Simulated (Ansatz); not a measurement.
Run report: NiSi₂, geometry relaxation (part 1 of 2)

NiSi₂ (slab, 9 atoms in the cell), computed with DFT PBEsol, scalar-relativistic, plane waves, PAW, no spin polarisation (Ansatz 0.2.0).

The structure derives from an entry of the Crystallography Open Database. The input holds or restrains some coordinates. Forces given for the steps count only the free coordinates. It belongs to a series of runs on one base structure; here: clean slab, lower half held. Figures and captions count atoms from 1; the log counts them from 0 in places.

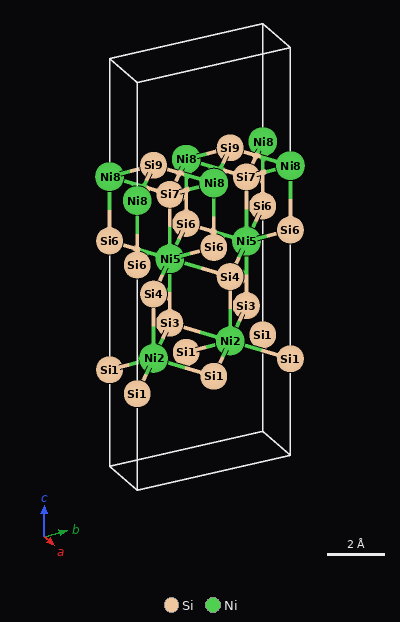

Fig. 1: The structure as given in the input (ball-and-stick view of the 1 × 2 repeat of the cell, with the vacuum cut short, seen slightly off an axis; atoms are numbered from 1 in the order of the input). An atom can appear more than once, as a periodic image. Near neighbours in the periodic cell (some may lie outside the picture): Si has 3 Ni at 2.33 Å; Ni has 7 Si at 2.33 Å; Si has 4 Ni at 2.33 Å; Ni has 8 Si at 2.33 Å.

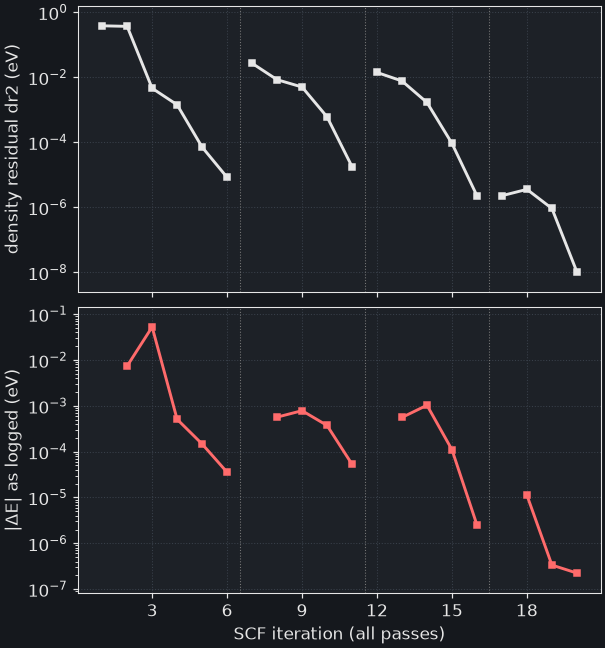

Fig. 2: Convergence of the self-consistent field: density residual dr2 and size of the energy change against the SCF iteration. The dotted lines part the SCF passes of the relaxation: geometry steps, rejected trials and re-solves on a re-selected basis. The passes take 6, 5, 5 and 4 iterations.

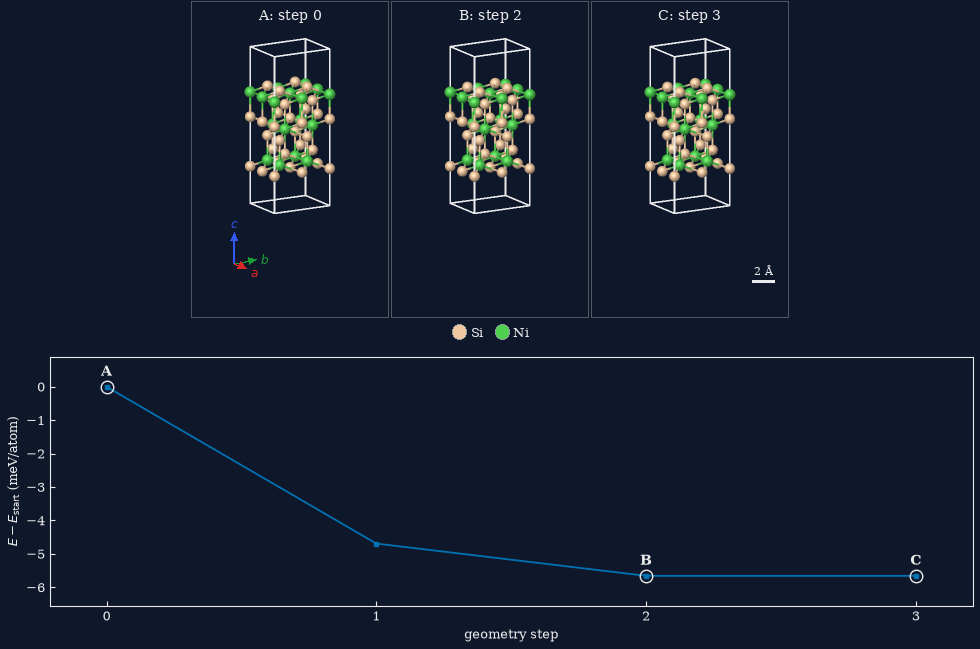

Fig. 3: Frames of the restrained relaxation (ball-and-stick view of the 2 × 2 repeat of the cell, with the vacuum cut short, seen slightly off an axis) above the curves, on which the letters mark them (the first geometry is step 0 here and step 1 in the log).

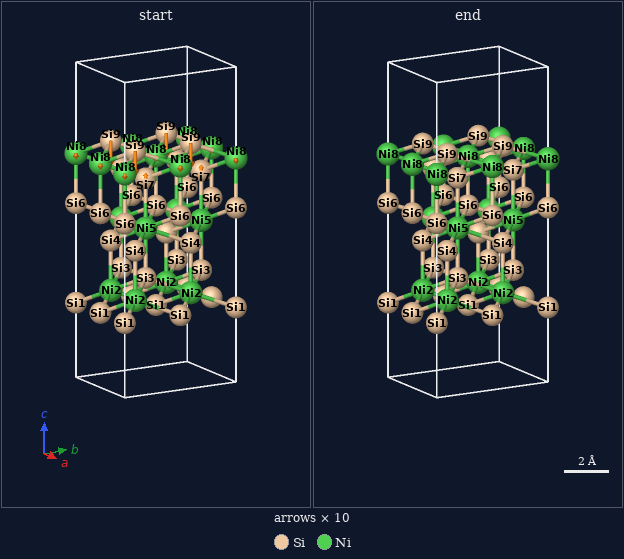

Fig. 4: Before (left) and after (right) the restrained relaxation, at one scale (ball-and-stick view of the 2 × 2 repeat of the cell, with the vacuum cut short, seen slightly off an axis). The orange arrows give the displacements, magnified 10 times. After 3 geometry steps the energy has fallen by 5.7 meV per atom. The largest force component goes from 0.62 to 0.024 eV/Å. The atom that moves furthest is Si9 (0.12 Å). By element the largest moves are Si 0.12 Å, Ni 0.03 Å. The cell stays as it was. Among the contacts that change: Si6–Ni8 2.335 → 2.293 Å, Ni8–Si9 2.335 → 2.305 Å, Si7–Ni8 2.335 → 2.316 Å, Ni5–Si7 2.335 → 2.352 Å. Among the angles that change: Ni8–Si9–Ni8 109.5° → 111.6°. (Atoms are counted from 1 in the order of the input.)

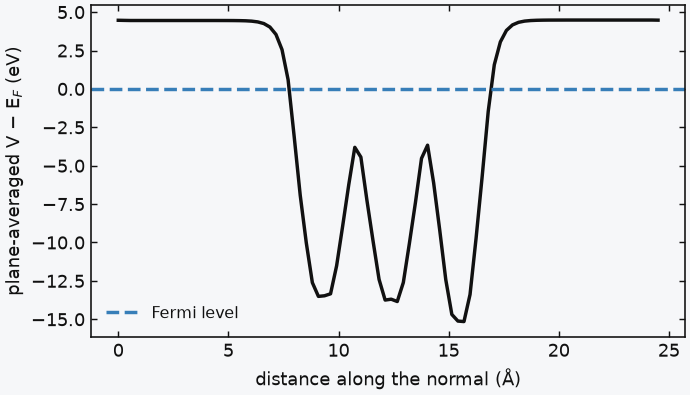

Fig. 5: Plane average of the electrostatic potential energy of an electron across the cell, from the Fermi level. The vacuum level lies 4.48 eV above the Fermi level on the upper side and 4.46 eV on the lower.

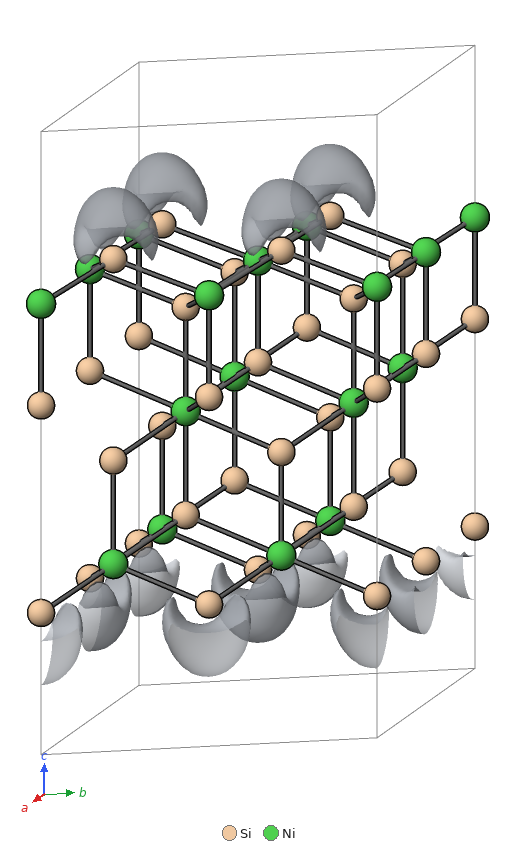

Fig. 6: Isosurface of the ELF at 0.8 (grey), seen slightly off an axis. Core shells and regions of very low density are left out. Sticks mark near contacts. Profiles from the grid: Si–Ni (2.29 Å): the ELF is about 0.55 at the midpoint. Si–Ni (2.33 Å): the ELF is about 0.55 at the midpoint. In a PAW calculation such maps are meaningful between the atoms, not at the nuclei.

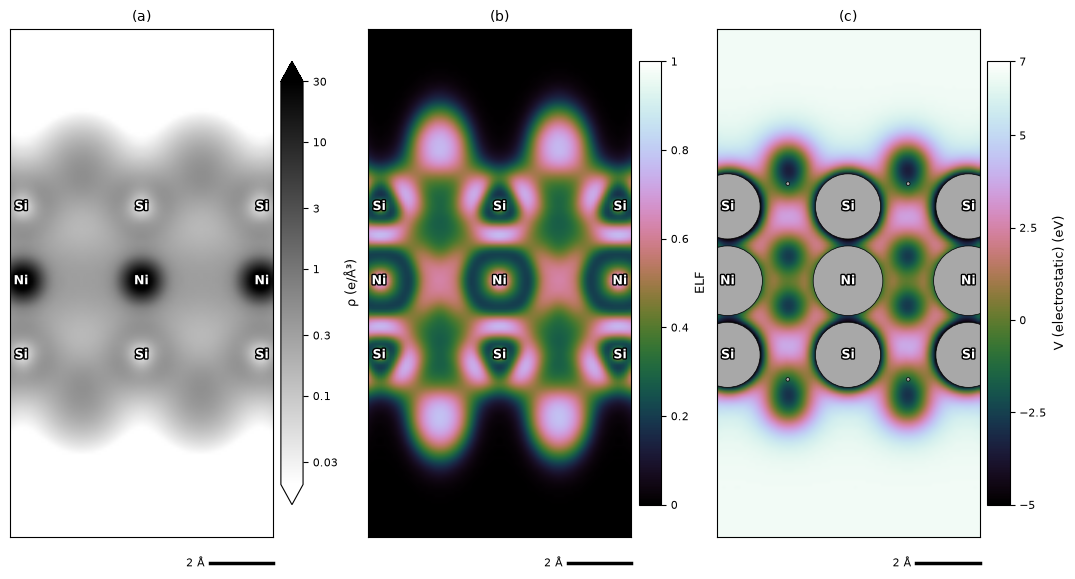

Fig. 7: (a) valence charge density (pseudo); (b) electron localisation function; (c) electrostatic potential energy of an electron on the (100) plane of the calculation cell, a cut from vacuum to vacuum. Grey discs, where drawn, cover atomic cores. Atoms in the plane: Si and Ni. Si–Ni (2.34 Å): the density is about 0.46 e/Å³ at the midpoint; the ELF peaks at about 0.75 between the atoms. The density dies away to nearly zero in the vacuum. The strong features right at Ni lie inside the PAW spheres (semicore, d or f shells) and say nothing about bonding.

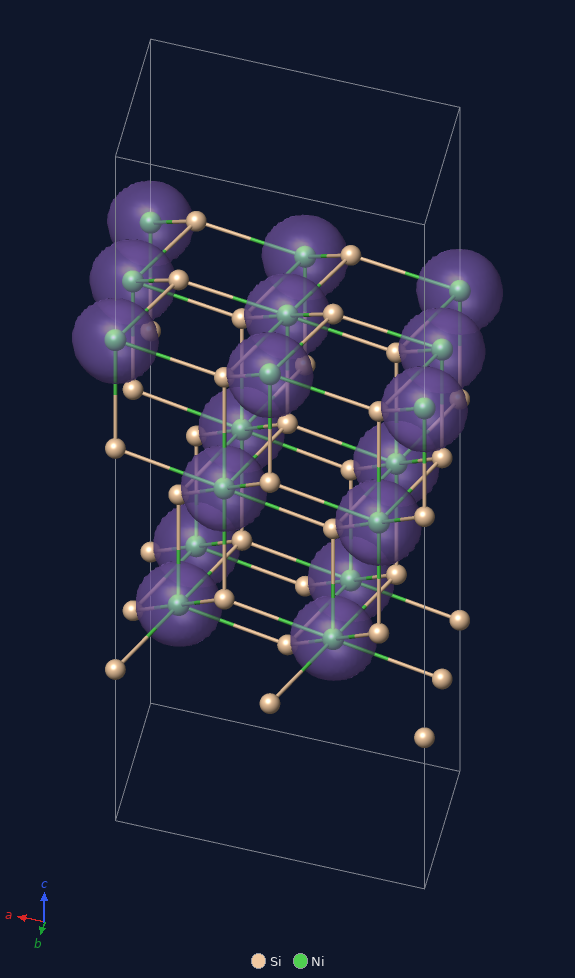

Fig. 8: Isosurface of the valence electron density at 0.8 e/Å³ (purple), seen at an oblique angle. Sticks mark near contacts. At this value the density breaks into separate islands; it holds about 60 % of the electrons treated as valence (semicore included). It is pinched off along the Si–Ni (2.29 Å) and Si–Ni (2.33 Å) contacts. On the grid the lowest density along these lines, outside the cores, is 0.46 e/Å³ (Si–Ni, 2.29 Å) and 0.47 e/Å³ (Si–Ni, 2.33 Å).

These pictures come from the run below.

### The input
```yaml
crystal:
  lattice:
    - [3.8123023665, 0.0, 0.0]
    - [-1.9061511833, 3.3015506963, 0.0]
    - [0.0, 0.0, 24.7818296193]
  atoms:
    - { symbol: Si, position: [0.0, 0.0, 0.3429932386] }
    - { symbol: Ni, position: [0.6666666667, 0.3333333333, 0.3743945909] }
    - { symbol: Si, position: [0.3333333333, 0.6666666667, 0.4057959432] }
    - { symbol: Si, position: [0.6666666667, 0.3333333333, 0.4685986477] }
    - { symbol: Ni, position: [0.3333333333, 0.6666666667, 0.5] }
    - { symbol: Si, position: [0.0, 0.0, 0.5314013523] }
    - { symbol: Si, position: [0.3333333333, 0.6666666667, 0.5942040568] }
    - { symbol: Ni, position: [0.0, 0.0, 0.6256054091] }
    - { symbol: Si, position: [0.6666666667, 0.3333333333, 0.6570067614] }
basis:
  ecutwfc: 420
kpoints:
  mp_grid: { grid: [9, 9, 1] }
hamiltonian:
  xc: pbesol
scf:
  occupations: { method: gaussian, width: 0.1 }
output:
  forces: true
  eigenvalues: true
  write_density: true
  write_potential: true
  elf: true
  volumetric_format: npy
relax:
  adjacent_minimum: "off"
  f_tol: 0.03
  max_steps: 70
  constraints: [{ sites: [0, 1, 2, 3] }]
efield:
  axis: 3
  dipole_correction: true
  ramp_width: 0.04
```

Run as:
```bash
ansatz run input.yaml --threads 2 --pin off --max-ram 5120MiB --backend cpu --events-out ev --progress --plain --runs-dir out
```

### What the program printed
```
Engine: ansatz 0.2.0, x86_64-unknown-linux-gnu
Pseudopotentials: kind: paw
Pseudopotential: Si, paw, valence charge 4, recommended cutoff 420 eV (normal), Si.paw.azcp
Pseudopotential: Ni, paw, valence charge 18, recommended cutoff 420 eV (normal), Ni.paw.azcp
Functional definition: PBEsol
  exchange = pbesol_x
  correlation = pbesol_c
Crystal: 9 atoms, lattice volume = 311.917 Å³
Basis set: ecut = 420 eV, 6107 PW (Γ), exchange–correlation on 54×54×360 points (8 copies of the dense FFT grid, shifted against one another)
Bands: 48, of which v1, the nominal top of the filled ones, is band 39 counted from 1 (38 counted from 0)
Symmetry: 6 space group operations
k-points: 12 of 81 (time reversal used)
Non-local potential: Si, projectors of the file, l = 0: 2, l = 1: 2, l = 2: 2
Non-local potential: Ni, projectors of the file, l = 0: 3, l = 1: 2, l = 2: 3, l = 3: 1
PAW form: soft (Blöchl's): semilocal exchange-correlation on the pseudo side does not see the compensation charge
PAW frozen core: Si, regenerated for the run's functional, and the local potential with it (the file was generated under x = pbe(κ = 0.804, μ = 0.2195149727645171), c = pbe(β = 0.06672455060314922))
PAW frozen core: Ni, regenerated for the run's functional, and the local potential with it (the file was generated under x = pbe(κ = 0.804, μ = 0.2195149727645171), c = pbe(β = 0.06672455060314922))
PAW one-centre angular grid: Si, 110 points (default); XC on 64 Gauss nodes
PAW one-centre angular grid: Ni, 590 points (default); XC on 64 Gauss nodes
Initial density: superposition of atomic densities (neutral atoms: chi_scale 0, normalization atom), corrected by the library's trained network
Initial wavefunctions: pseudopotential atomic-orbital guess
Functional: x = pbesol(κ = 0.804, μ = 0.12345679012345678), c = pbesol(β = 0.046)
SCF iter   1: F=—  HF=-21145.985257 eV  |F-HF|=—  |Δ(HF+E_count)|=         —  Δρ=1.31e-2  dr2=3.81e-1  ethr=1.77e-3  p=0.000 e·Å  D=1.94e-13 V/Å  ΔV_dip=-0.00 eV  dr2_dipole=6.50e-8  V_vac-E_F(+/−)=4.35/4.35 eV  ⟨swp⟩=11.4  Hψ=3174  notcnv=0
efield: sawtooth ramp at fractional position 0.9800 (placed from the atoms, in the widest stretch of the axis that holds none; the zero of the levels goes with the place), width 0.0400; the density the first Hamiltonian is built on has a dipole p = 0.000 e·Å; the dipole correction subtracts the counter field D = 1.94e-13 V/Å, which shifts the + side's vacuum level by -0.00 eV against the − side's; the planar-averaged density in the ramp window peaks in size at 5.1e-6 e/Å³
preconditioner: auto → LDOS  [insulator: Δε(μ)=0.287 eV  Ē_g=6.880 eV  σ=0.100 eV  W_gap=0.51  n_scr=70 (ndim 8)  ℏωp=15.5 eV  f_vac=0.552  D(μ)=5.03/eV (n_scr^D=12)  ε∞_Penn≈6.0  β→1.0]
SCF iter   2: F=—  HF=-21145.992642 eV  |F-HF|=—  |Δ(HF+E_count)|=   7.39e-3  Δρ=1.46e-2  dr2=3.66e-1  ethr=4.89e-4  p=-0.000 e·Å  D=-9.10e-6 V/Å  ΔV_dip=0.00 eV  dr2_dipole=2.89e-8  V_vac-E_F(+/−)=4.43/4.43 eV  ⟨swp⟩=3.2  Hψ=1277  notcnv=0  defer=34
SCF iter   3: F=—  HF=-21145.940126 eV  |F-HF|=—  |Δ(HF+E_count)|=   5.25e-2  Δρ=1.17e-3  dr2=4.57e-3  ethr=4.70e-4  p=-0.000 e·Å  D=-7.26e-6 V/Å  ΔV_dip=0.00 eV  dr2_dipole=1.66e-8  V_vac-E_F(+/−)=4.42/4.42 eV  ⟨swp⟩=2.0  Hψ=811  notcnv=0  defer=34
SCF iter   4: F=—  HF=-21145.940634 eV  |F-HF|=—  |Δ(HF+E_count)|=   5.08e-4  Δρ=5.76e-4  dr2=1.42e-3  ethr=5.86e-6  p=-0.000 e·Å  D=-3.57e-6 V/Å  ΔV_dip=0.00 eV  dr2_dipole=1.85e-9  V_vac-E_F(+/−)=4.45/4.45 eV  ⟨swp⟩=3.4  Hψ=1285  notcnv=0  defer=34
SCF iter   5: F=—  HF=-21145.940781 eV  |F-HF|=—  |Δ(HF+E_count)|=   1.47e-4  Δρ=1.18e-4  dr2=7.09e-5  ethr=1.82e-6  p=-0.000 e·Å  D=-1.84e-6 V/Å  ΔV_dip=0.00 eV  dr2_dipole=1.21e-9  V_vac-E_F(+/−)=4.46/4.46 eV  ⟨swp⟩=1.4  Hψ=643  notcnv=0  defer=34
SCF iter   6: F=-21145.940816 eV  HF=-21145.940817 eV  |F-HF|=5.28e-7  |Δ(HF+E_count)|=   3.55e-5  Δρ=2.56e-5  dr2=8.32e-6  ethr=2.88e-8  p=-0.000 e·Å  D=-9.75e-7 V/Å  ΔV_dip=0.00 eV  dr2_dipole=2.20e-10  V_vac-E_F(+/−)=4.47/4.47 eV  ⟨swp⟩=24.7  Hψ=7210  notcnv=0
SCF 1 converged in 6 iterations: F = -21145.940816 eV  dr2 = 8.32e-6
  greatest PAW one-centre occupation: 1.001 electrons in one spin orbital (limit 2), on the Ni atom at site 1 (counted from 0), in its partial waves of l = 1
relax step   1: F+E_penalty+E_count = -21145.94081643 eV  Δ(F+E_penalty+E_count) = +0.000e0 eV  max|allowed force component| = 6.208e-1 eV/Å  Δτ_max = 0.0000 Å  (6 SCF iters, dr2 threshold 2.25e-5 eV, accepted)
Initial density: handed on by an earlier stage of this run
Initial wavefunctions: those handed on with the density
iter 1 solved again at ethr=3.64e-5 eV; its pass at ethr=3.10e-3 eV (dr2=2.84e-2 eV) is discarded
```
